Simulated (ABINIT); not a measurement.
## Ru: geometry relaxation (part 2 of 2)

Ru (P6₃/mmc, 2 atoms in the cell); Kohn-Sham DFT of a periodic cell, RPBE, JTH PAW PBE v2.0, no spin polarisation (ABINIT 10.8.3); cutoff 408.17 eV, 11×11×6 k-mesh, fermi-dirac of 0.05 eV. The structure derives from an entry of the Crystallography Open Database.

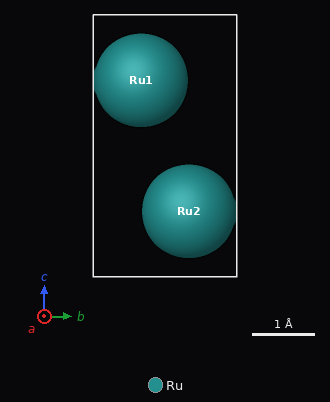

*The geometry at step 2 of the log (spheres-only view of the cell of the calculation, along the a axis; atoms are numbered from 1 in the order of the input).*

## What the program printed, continued
```
--- Iteration: ( 3/60) Internal Cycle: (1/1)
--------------------------------------------------------------------------------

---SELF-CONSISTENT-FIELD CONVERGENCE--------------------------------------------

--- !BeginCycle
iteration_state: {dtset: 1, itime: 3, icycle: 1, }
solver: {iscf: 17, nstep: 100, nline: 4, wfoptalg: 10, }
tolerances: {tolvrs: 1.00E-09, }
...

     iter   Etot(hartree)      deltaE(h)  residm     nres2
 ETOT  1  -191.19829098408    -1.912E+02 1.765E-06 1.802E-04
 ETOT  2  -191.19829057757     4.065E-07 1.065E-07 1.630E-05
 ETOT  3  -191.19829053495     4.262E-08 7.608E-08 5.762E-07
 ETOT  4  -191.19829053554    -5.920E-10 2.565E-08 5.029E-08
 ETOT  5  -191.19829053555    -6.708E-12 1.538E-08 1.392E-09
 ETOT  6  -191.19829053556    -1.228E-11 1.302E-08 3.489E-10

 At SCF step    6       nres2   =  3.49E-10 < tolvrs=  1.00E-09 =>converged.

 Cartesian components of stress tensor (hartree/bohr^3)
  sigma(1 1)= -3.38973448E-04  sigma(3 2)=  0.00000000E+00
  sigma(2 2)= -3.38973453E-04  sigma(3 1)=  0.00000000E+00
  sigma(3 3)= -3.41744855E-04  sigma(2 1)=  6.94014207E-13

--- !ResultsGS
iteration_state: {dtset: 1, itime: 3, icycle: 1, }
comment   : Summary of ground state results
lattice_vectors:
- [  5.1060589,   0.0000000,   0.0000000, ]
- [ -2.5530294,   4.4219767,   0.0000000, ]
- [  0.0000000,   0.0000000,   8.0823571, ]
lattice_lengths: [   5.10606,    5.10606,    8.08236, ]
lattice_angles: [ 90.000,  90.000, 120.000, ] # degrees, (23, 13, 12)
lattice_volume:   1.8249052E+02
convergence: {deltae: -1.228E-11, res2:  3.489E-10, residm:  1.302E-08, diffor: null, }
etotal    :  -1.91198291E+02
entropy   :   0.00000000E+00
fermie    :   5.32665711E-01
cartesian_stress_tensor: # hartree/bohr^3
- [ -3.38973448E-04,   6.94014207E-13,   0.00000000E+00, ]
- [  6.94014207E-13,  -3.38973453E-04,   0.00000000E+00, ]
- [  0.00000000E+00,   0.00000000E+00,  -3.41744855E-04, ]
pressure_GPa:   1.0000E+01
xred      :
- [  6.6667E-01,   3.3333E-01,   7.5000E-01, Ru]
- [  3.3333E-01,   6.6667E-01,   2.5000E-01, Ru]
cartesian_forces: # hartree/bohr
- [ -0.00000000E+00,  -0.00000000E+00,  -0.00000000E+00, ]
- [ -0.00000000E+00,  -0.00000000E+00,  -0.00000000E+00, ]
force_length_stats: {min:   0.00000000E+00, max:   0.00000000E+00, mean:   0.00000000E+00, }
...

 Integrated electronic density in atomic spheres:
 ------------------------------------------------
 Atom  Sphere_radius  Integrated_density
    1        2.21047         13.71399916
    2        2.21047         13.71399916

---OUTPUT-----------------------------------------------------------------------

 Cartesian coordinates (xcart) [bohr]
  2.55302942843306E+00  1.47399222781979E+00  6.06176779408429E+00
 -3.32869240025809E-11  2.94798445563958E+00  2.02058926469476E+00
 Reduced coordinates (xred)
  6.66666666666666E-01  3.33333333333333E-01  7.50000000000000E-01
  3.33333333333333E-01  6.66666666666666E-01  2.50000000000000E-01
 Cartesian forces (fcart) [Ha/bohr]; max,rms= 0.00000E+00 0.00000E+00 (free atoms)
 -0.00000000000000E+00 -0.00000000000000E+00 -0.00000000000000E+00
 -0.00000000000000E+00 -0.00000000000000E+00 -0.00000000000000E+00
 Gradient of E wrt nuclear positions in reduced coordinates (gred)
  0.00000000000000E+00 -0.00000000000000E+00  0.00000000000000E+00
  0.00000000000000E+00 -0.00000000000000E+00  0.00000000000000E+00
 Scale of Primitive Cell (acell) [bohr]
  5.10605885689942E+00  5.10605885706809E+00  8.08235705877905E+00
 Real space primitive translations (rprimd) [bohr]
  5.10605885689942E+00  0.00000000000000E+00  0.00000000000000E+00
 -2.55302942849964E+00  4.42197668345936E+00  0.00000000000000E+00
  0.00000000000000E+00  0.00000000000000E+00  8.08235705877905E+00
 Unitary Cell Volume (ucvol) [Bohr^3]=  1.82490515264729E+02
 Angles (23,13,12)= [degrees]
  9.00000000000000E+01  9.00000000000000E+01  1.19999999999554E+02
 Lengths [Bohr]
  5.10605885689942E+00  5.10605885706809E+00  8.08235705877905E+00
 Stress tensor in cartesian coordinates (strten) [Ha/bohr^3]
 -3.38973448406825E-04  6.94014207135932E-13  0.00000000000000E+00
  6.94014207135932E-13 -3.38973453019746E-04  0.00000000000000E+00
  0.00000000000000E+00  0.00000000000000E+00 -3.41744855073309E-04
 Total energy (etotal) [Ha]= -1.91198290535561E+02

 Difference of energy with previous step (new-old):
           Absolute (Ha)=-9.45333E-06
           Relative     =-4.94425E-08

--- Iteration: ( 4/60) Internal Cycle: (1/1)
--------------------------------------------------------------------------------

---SELF-CONSISTENT-FIELD CONVERGENCE--------------------------------------------

--- !BeginCycle
iteration_state: {dtset: 1, itime: 4, icycle: 1, }
solver: {iscf: 17, nstep: 100, nline: 4, wfoptalg: 10, }
tolerances: {tolvrs: 1.00E-09, }
...

     iter   Etot(hartree)      deltaE(h)  residm     nres2
 ETOT  1  -191.19829180022    -1.912E+02 6.689E-07 7.684E-05
 ETOT  2  -191.19829158156     2.187E-07 9.164E-09 1.605E-06
 ETOT  3  -191.19829157650     5.055E-09 1.809E-09 7.515E-08
 ETOT  4  -191.19829157639     1.106E-10 9.166E-10 7.409E-09
 ETOT  5  -191.19829157638     1.342E-11 1.337E-10 2.559E-10

 At SCF step    5       nres2   =  2.56E-10 < tolvrs=  1.00E-09 =>converged.

 Cartesian components of stress tensor (hartree/bohr^3)
  sigma(1 1)= -3.39521411E-04  sigma(3 2)=  0.00000000E+00
  sigma(2 2)= -3.39521415E-04  sigma(3 1)=  0.00000000E+00
  sigma(3 3)= -3.39920100E-04  sigma(2 1)=  6.93991357E-13

--- !ResultsGS
iteration_state: {dtset: 1, itime: 4, icycle: 1, }
comment   : Summary of ground state results
lattice_vectors:
- [  5.1058277,   0.0000000,   0.0000000, ]
- [ -2.5529138,   4.4217765,   0.0000000, ]
- [  0.0000000,   0.0000000,   8.0832207, ]
lattice_lengths: [   5.10583,    5.10583,    8.08322, ]
lattice_angles: [ 90.000,  90.000, 120.000, ] # degrees, (23, 13, 12)
lattice_volume:   1.8249349E+02
convergence: {deltae:  1.342E-11, res2:  2.559E-10, residm:  1.337E-10, diffor: null, }
etotal    :  -1.91198292E+02
entropy   :   0.00000000E+00
fermie    :   5.32651735E-01
cartesian_stress_tensor: # hartree/bohr^3
- [ -3.39521411E-04,   6.93991357E-13,   0.00000000E+00, ]
- [  6.93991357E-13,  -3.39521415E-04,   0.00000000E+00, ]
- [  0.00000000E+00,   0.00000000E+00,  -3.39920100E-04, ]
pressure_GPa:   9.9930E+00
xred      :
- [  6.6667E-01,   3.3333E-01,   7.5000E-01, Ru]
- [  3.3333E-01,   6.6667E-01,   2.5000E-01, Ru]
cartesian_forces: # hartree/bohr
- [ -4.21893629E-28,  -4.87160801E-28,  -5.58874883E-22, ]
- [  4.21893629E-28,   4.87160801E-28,   5.58874883E-22, ]
force_length_stats: {min:   5.58874883E-22, max:   5.58874883E-22, mean:   5.58874883E-22, }
...

 Integrated electronic density in atomic spheres:
 ------------------------------------------------
 Atom  Sphere_radius  Integrated_density
    1        2.21047         13.71401349
    2        2.21047         13.71401349

---OUTPUT-----------------------------------------------------------------------

 Cartesian coordinates (xcart) [bohr]
  2.55291384965693E+00  1.47392549838227E+00  6.06241556215906E+00
 -3.32851476158005E-11  2.94785099676455E+00  2.02080518738635E+00
 Reduced coordinates (xred)
  6.66666666666666E-01  3.33333333333333E-01  7.50000000000000E-01
  3.33333333333333E-01  6.66666666666666E-01  2.50000000000000E-01
 Cartesian forces (fcart) [Ha/bohr]; max,rms= 5.58875E-22 3.22667E-22 (free atoms)
 -4.21893629273651E-28 -4.87160800847544E-28 -5.58874883167949E-22
  4.21893629273651E-28  4.87160800847544E-28  5.58874883167949E-22
 Gradient of E wrt nuclear positions in reduced coordinates (gred)
  2.15411617852351E-27  1.07705808926175E-27  4.51750905202293E-21
 -2.15411617852351E-27 -1.07705808926175E-27 -4.51750905202293E-21
 Scale of Primitive Cell (acell) [bohr]
  5.10582769934716E+00  5.10582769951582E+00  8.08322074954541E+00
 Real space primitive translations (rprimd) [bohr]
  5.10582769934716E+00  0.00000000000000E+00  0.00000000000000E+00
 -2.55291384972351E+00  4.42177649514682E+00  0.00000000000000E+00
  0.00000000000000E+00  0.00000000000000E+00  8.08322074954541E+00
 Unitary Cell Volume (ucvol) [Bohr^3]=  1.82493491898128E+02
 Angles (23,13,12)= [degrees]
  9.00000000000000E+01  9.00000000000000E+01  1.19999999999554E+02
 Lengths [Bohr]
  5.10582769934716E+00  5.10582769951582E+00  8.08322074954541E+00
 Stress tensor in cartesian coordinates (strten) [Ha/bohr^3]
 -3.39521410662749E-04  6.93991356609676E-13  0.00000000000000E+00
  6.93991356609676E-13 -3.39521415275441E-04  0.00000000000000E+00
  0.00000000000000E+00  0.00000000000000E+00 -3.39920099839019E-04
 Total energy (etotal) [Ha]= -1.91198291576380E+02

 Difference of energy with previous step (new-old):
           Absolute (Ha)=-1.04082E-06
           Relative     =-5.44366E-09

 At Broyd/MD step   4, gradients are converged :
  max grad (force/stress) = 3.7169E-05 < tolmxf= 5.0000E-05 ha/bohr (free atoms)

================================================================================

 ----iterations are completed or convergence reached----

 Mean square residual over all n,k,spin=   54.008E-14; max=  13.370E-11
 reduced coordinates (array xred) for    2 atoms
       0.666666666667      0.333333333333      0.750000000000
       0.333333333333      0.666666666667      0.250000000000
 rms dE/dt=  2.6082E-21; max dE/dt=  4.5175E-21; dE/dt below (all hartree)
    1       0.000000000000      0.000000000000      0.000000000000
    2      -0.000000000000     -0.000000000000     -0.000000000000

 cartesian coordinates (angstrom) at end:
    1      1.35094382972060     0.77996778378361     3.20809215634186
    2     -0.00000000001761     1.55993556756721     1.06936405211395

 cartesian forces (hartree/bohr) at end:
    1     -0.00000000000000    -0.00000000000000    -0.00000000000000
    2      0.00000000000000     0.00000000000000     0.00000000000000
 frms,max,avg= 3.2266656E-22 5.5887488E-22   0.000E+00  0.000E+00  0.000E+00 h/b

 cartesian forces (eV/Angstrom) at end:
    1     -0.00000000000000    -0.00000000000000    -0.00000000000000
    2      0.00000000000000     0.00000000000000     0.00000000000000
 frms,max,avg= 1.6592182E-20 2.8738502E-20   0.000E+00  0.000E+00  0.000E+00 e/A
 length scales=  5.105827699347  5.105827699516  8.083220749545 bohr
              =  2.701887659459  2.701887659548  4.277456208456 angstroms
 Fermi (or HOMO) energy (hartree) =   0.53265   Average Vxc (hartree)=  -0.48678
 Eigenvalues (hartree) for nkpt=  64  k points:
 kpt#   1, nband= 20, wtk=  0.00138, kpt=  0.0000  0.0000  0.0000 (reduced coord)
  -2.15355   -2.14592   -1.06961   -1.03486   -1.03486   -1.02853   -1.02853   -1.02700
   0.24100    0.30565    0.43897    0.43897    0.44535    0.46420    0.46420    0.48370
   0.48370    0.57845    0.57845    0.58560
      occupation numbers for kpt#   1
   2.00000    2.00000    2.00000    2.00000    2.00000    2.00000    2.00000    2.00000
   2.00000    2.00000    2.00000    2.00000    2.00000    2.00000    2.00000    2.00000
   2.00000    0.00000    0.00000    0.00000
 prteigrs : prtvol=0 or 1, do not print more k-points.

 Fermi (or HOMO) energy (eV) =  14.49419   Average Vxc (eV)= -13.24604
 Eigenvalues (   eV  ) for nkpt=  64  k points:
 kpt#   1, nband= 20, wtk=  0.00138, kpt=  0.0000  0.0000  0.0000 (reduced coord)
 -58.60120  -58.39336  -29.10558  -28.16004  -28.16004  -27.98772  -27.98772  -27.94599
   6.55800    8.31724   11.94504   11.94504   12.11863   12.63141   12.63141   13.16223
  13.16223   15.74032   15.74032   15.93494
 prteigrs : prtvol=0 or 1, do not print more k-points.

--- !EnergyTerms
iteration_state     : {dtset: 1, itime: 4, icycle: 1, }
comment             : Components of total free energy in Hartree
kinetic             :  2.30223177778647E+01
hartree             :  2.74964598225799E+01
xc                  : -7.80420129814773E+00
Ewald energy        : -1.64207886223426E+02
psp_core            :  1.12780973132823E+01
local_psp           : -9.43023505746390E+01
PAW spherical_terms :  1.33198840720517E+01
internal            : -1.91197679110434E+02
'-kT*entropy'       : -6.07768528581515E-04
total_energy        : -1.91198286878962E+02
total_energy_eV     : -5.20277043383333E+03
...

--- !EnergyTermsDC
iteration_state     : {dtset: 1, itime: 4, icycle: 1, }
comment             : '"Double-counting" decomposition of free energy'
band_energy         : -1.44638966854010E+01
Ewald energy        : -1.64207886223426E+02
psp_core            :  1.12780973132823E+01
xc_dc               : -2.51241313072631E+01
PAW spherical_terms :  1.32013309495629E+00
internal            : -1.91197683807851E+02
'-kT*entropy'       : -6.07768528581515E-04
total_energy_dc     : -1.91198291576380E+02
total_energy_dc_eV  : -5.20277056165657E+03
...

--- !EnergyTermsWithPAWCore
iteration_state     : {dtset: 1, itime: 4, icycle: 1, }
comment             : 'Components of total free energy, including PAW core contributions'
Total energy        : -9.06271697752965E+03
Total energy DC     : -9.06271698222707E+03
Total energy (eV)   : -2.46609092113569E+05
Total energy DC (eV): -2.46609092241392E+05
...

 Cartesian components of stress tensor (hartree/bohr^3)
  sigma(1 1)= -3.39521411E-04  sigma(3 2)=  0.00000000E+00
  sigma(2 2)= -3.39521415E-04  sigma(3 1)=  0.00000000E+00
  sigma(3 3)= -3.39920100E-04  sigma(2 1)=  6.93991357E-13

-Cartesian components of stress tensor (GPa)         [Pressure=  9.9930E+00 GPa]
- sigma(1 1)= -9.98906477E+00  sigma(3 2)=  0.00000000E+00
- sigma(2 2)= -9.98906491E+00  sigma(3 1)=  0.00000000E+00
- sigma(3 3)= -1.00007946E+01  sigma(2 1)=  2.04179306E-08

== END DATASET(S) ==============================================================
================================================================================

 -outvars: echo values of variables after computation  --------
            acell      5.1058276993E+00  5.1058276995E+00  8.0832207495E+00 Bohr
           etotal     -1.9119829158E+02
            fcart     -4.2189362927E-28 -4.8716080085E-28 -5.5887488317E-22
                       4.2189362927E-28  4.8716080085E-28  5.5887488317E-22
            rprim      1.0000000000E+00  0.0000000000E+00  0.0000000000E+00
                      -4.9999999999E-01  8.6602540379E-01  0.0000000000E+00
                       0.0000000000E+00  0.0000000000E+00  1.0000000000E+00
           strten     -3.3952141066E-04 -3.3952141528E-04 -3.3992009984E-04
                       0.0000000000E+00  0.0000000000E+00  6.9399135661E-13
           xangst      1.3509438297E+00  7.7996778378E-01  3.2080921563E+00
                      -1.7613741568E-11  1.5599355676E+00  1.0693640521E+00
             xred      6.6666666667E-01  3.3333333333E-01  7.5000000000E-01
                       3.3333333333E-01  6.6666666667E-01  2.5000000000E-01
 Calculation completed.
```

## Trajectory as extended XYZ (Å, eV, eV/Å), 4 frames, from step=0 to step=3
```
2
Lattice="2.7058 0.0000 0.0000 -1.3529 2.3433 0.0000 0.0000 0.0000 4.2819" Properties=species:S:1:pos:R:3:forces:R:3 step=0 energy=-5202.77676
Ru    1.3529    0.7811    3.2114    0.0000   0.0000   0.0000
Ru    0.0000    1.5622    1.0705    0.0000   0.0000   0.0000
2
Lattice="2.7020 0.0000 0.0000 -1.3510 2.3400 0.0000 0.0000 0.0000 4.2764" Properties=species:S:1:pos:R:3:forces:R:3 step=1 energy=-5202.77028
Ru    1.3510    0.7800    3.2073    0.0000   0.0000   0.0000
Ru    0.0000    1.5600    1.0691    0.0000   0.0000   0.0000
2
Lattice="2.7020 0.0000 0.0000 -1.3510 2.3400 0.0000 0.0000 0.0000 4.2770" Properties=species:S:1:pos:R:3:forces:R:3 step=2 energy=-5202.77053
Ru    1.3510    0.7800    3.2077    0.0000   0.0000   0.0000
Ru    0.0000    1.5600    1.0693    0.0000   0.0000   0.0000
2
Lattice="2.7019 0.0000 0.0000 -1.3509 2.3399 0.0000 0.0000 0.0000 4.2775" Properties=species:S:1:pos:R:3:forces:R:3 step=3 energy=-5202.77056
Ru    1.3509    0.7800    3.2081    0.0000   0.0000   0.0000
Ru    0.0000    1.5599    1.0694    0.0000   0.0000   0.0000
```

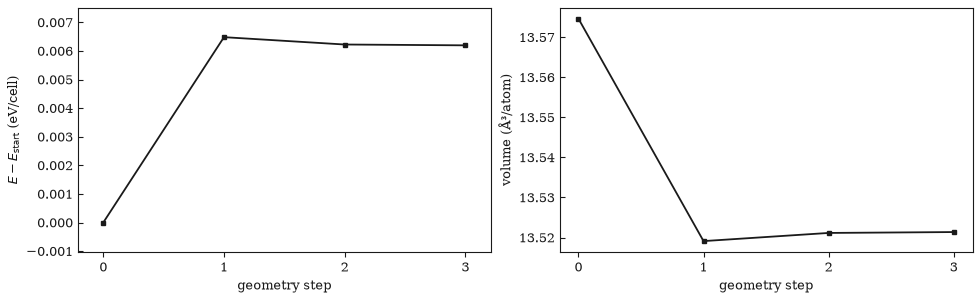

*Progress of the relaxation, step by step (steps are counted from 0).*

Over 3 geometry steps the energy rises by 6.2 meV per cell of the calculation. All forces vanish by symmetry, so only the cell relaxes. No atom moves by more than 0.005 Å relative to the cell. 

This output came from the following input.

## The input
```
# Pseudopotentials
pp_dirpath "./"
pseudos "Ru.GGA_PBE-JTH.xml"

# Structure
acell 5.113220948 5.1132209481 8.091618293
rprim
     1.0000000000     0.0000000000     0.0000000000
    -0.5000000000     0.8660254038     0.0000000000
     0.0000000000     0.0000000000     1.0000000000
ntypat 1
znucl 44
natom 2
typat 1 1
xred
     0.6666666667     0.3333333333     0.7500000000
     0.3333333333     0.6666666667     0.2500000000
chkprim 0
chksymtnons 0
tolsym 1.0e-6

# Plane-wave basis
ecut 408.170794 eV
pawecutdg 30.0
pawxcdev 0

# k points
kptopt 1
ngkpt 11 11 6
nshiftk 1
shiftk 0.0 0.0 0.0

# Exchange and correlation
ixc 15

# Bands and occupations
nband 20
occopt 3
tsmear 0.05 eV

# SCF cycle
nstep 100
tolvrs 1.0e-9

# Output
iomode 3
prtwf 0
prtden 0
prteig 0
prtebands 0
enunit 2

# Relaxation
ionmov 2
ntime 60
tolmxf 5.0e-5
optcell 2
dilatmx 1.08
ecutsm 0.5
strtarget 3*-3.398931e-04 3*0.0
```

Run as:
```bash
abinit run.abi > log 2>&1
```

## Key numbers

- outcome: converged
- space group (tolerance 0.01 Å): P6₃/mmc (194)
- electrons treated: 32
- free energy: −5202.7706 eV
- Fermi energy: 14.494 eV
- gap on the k-point mesh: none (metallic)
- pressure: 9.99 GPa
- final volume: 27.04 Å³
- largest force (length of the vector) at the end: under 0.001 eV/Å
- final cell: a = 2.702 Å, b = 2.702 Å, c = 4.277 Å, α = 90.00°, β = 90.00°, γ = 120.00°
- hardware: 1 thread of Arm Neoverse V2, 24 GiB of memory available, shared host
- wall time: 56 s
- peak memory: 0.12 GiB

## Remarks

The cell is under a pressure of 10.0 GPa at this level, so it is not at its equilibrium volume.
